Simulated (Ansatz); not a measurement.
# HfO₂: what the fields show

Input file:

```
crystal:
  lattice:
    - [5.0618658752, 0.0, 0.0]
    - [0.0, 10.0114539989, 0.0]
    - [0.0, 0.0, 5.2299769175]
  atoms:
    - { symbol: Hf, position: [0.7454437412, 0.8844547693, 0.9647890947] }
    - { symbol: Hf, position: [0.2454437412, 0.6155452307, 0.0352109053] }
    - { symbol: Hf, position: [0.2545562588, 0.3844547693, 0.5352109053] }
    - { symbol: Hf, position: [0.7545562588, 0.1155452307, 0.4647890947] }
    - { symbol: Hf, position: [0.2545562588, 0.1155452307, 0.0352109053] }
    - { symbol: Hf, position: [0.7545562588, 0.3844547693, 0.9647890947] }
    - { symbol: Hf, position: [0.7454437412, 0.6155452307, 0.4647890947] }
    - { symbol: Hf, position: [0.2454437412, 0.8844547693, 0.5352109053] }
    - { symbol: O, position: [0.8724433429, 0.7898224351, 0.6256934065] }
    - { symbol: O, position: [0.3724433429, 0.7101775649, 0.3743065935] }
    - { symbol: O, position: [0.1275566571, 0.2898224351, 0.8743065935] }
    - { symbol: O, position: [0.6275566571, 0.2101775649, 0.1256934065] }
    - { symbol: O, position: [0.1275566571, 0.2101775649, 0.3743065935] }
    - { symbol: O, position: [0.6275566571, 0.2898224351, 0.6256934065] }
    - { symbol: O, position: [0.8724433429, 0.7101775649, 0.1256934065] }
    - { symbol: O, position: [0.3724433429, 0.7898224351, 0.8743065935] }
    - { symbol: O, position: [0.502252661, 0.9771758008, 0.2615048483] }
    - { symbol: O, position: [0.002252661, 0.5228241992, 0.7384951517] }
    - { symbol: O, position: [0.497747339, 0.4771758008, 0.2384951517] }
    - { symbol: O, position: [0.997747339, 0.0228241992, 0.7615048483] }
    - { symbol: O, position: [0.497747339, 0.0228241992, 0.7384951517] }
    - { symbol: O, position: [0.997747339, 0.4771758008, 0.2615048483] }
    - { symbol: O, position: [0.502252661, 0.5228241992, 0.7615048483] }
    - { symbol: O, position: [0.002252661, 0.9771758008, 0.2384951517] }
basis:
  ecutwfc: 500
kpoints:
  mp_grid: { grid: [6, 4, 6] }
hamiltonian:
  xc: r2scan
scf:
  occupations: { method: gaussian, width: 0.02 }
output:
  forces: true
  stress: true
  eigenvalues: true
  write_density: true
  write_potential: true
  elf: true
  volumetric_format: npy
relax:
  adjacent_minimum: "off"
  f_tol: 0.005
  max_steps: 80
  cell: { stress_tol: 0.05 }
```

Launched as:

```sh
ansatz run input.yaml --threads 4 --pin off --max-ram 10240MiB --backend cpu --events-out ev --progress --plain --runs-dir out
```

Below, planes, directions and counts refer to the conventional cell (a = 5.06 Å, b = 10.01 Å, c = 5.23 Å, α = 90.00°, β = 90.00°, γ = 90.00°).

Space group Pbca.

Computed with DFT r2SCAN, scalar-relativistic, plane waves, PAW (Ansatz).

Core electrons are frozen (PAW), and the valence fields are smoothed inside the atomic spheres.

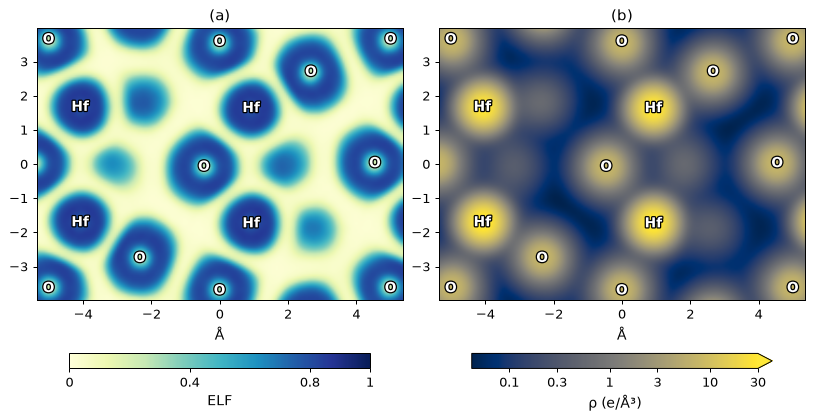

Figure 1. (a) ELF; (b) valence charge density (pseudo) on the (101) plane of the conventional cell.

What do the fields say about this system?

- The plane passes through Hf and O nuclei.
- Atoms just off the plane (O, 0.9 Å away) can leave unmarked features too.
- Hf–O (2.04 Å): ρ at the midpoint is about 0.86 e/Å³; the ELF peaks at about 0.85 in the valence shell of O, 0.6 Å from its nucleus, and drops to about 0.20 between the two atoms (no shared electron pair shows on this line).
- Hf–O (2.14 Å): ρ at the midpoint is about 0.64 e/Å³; the ELF peaks at about 0.85 in the valence shell of O, 0.6 Å from its nucleus, and drops to about 0.15 between the two atoms (no shared electron pair shows on this line).
- Hf–O (2.21 Å): ρ is about 0.54 e/Å³ halfway; the ELF peaks at about 0.85 in the valence shell of O, 0.6 Å from its nucleus, and drops to about 0.15 between the two atoms (no shared electron pair shows on this line).
- Between the atoms the lowest density in this plane is 0.04 e/Å³.
- The features right at Hf lie inside the PAW spheres, where the map follows smoothed inner orbitals and isn't to be read closely.

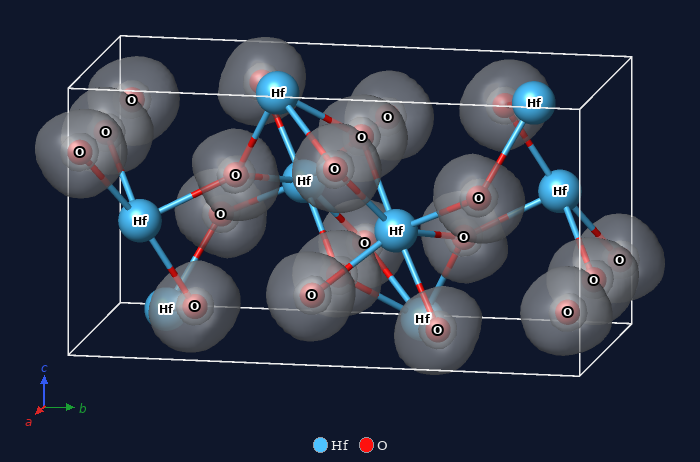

Figure 2. Isosurface of the ELF at 0.7 (grey), seen slightly off an axis. Only the valence region is drawn (cores and ρ < 0.01 e/Å³ removed). Sticks mark near contacts.

Describe the localisation domains.

The surface consists of 16 regions wrapped around O (the valence shell of each), counted in one cell of 24 atoms. Any copies at cell faces, edges or corners count once.


 Hf–O (2.11 Å): the ELF peaks at about 0.85 in the valence shell of O, 0.6 Å from its nucleus, and drops to about 0.15 between the two atoms; no shared electron pair shows on this line.

Metal or insulator at this level of theory?

It is gapped, with a Kohn–Sham gap of 4.8 eV on the k-point mesh (the band edges may lie off the mesh, which would make the gap smaller).
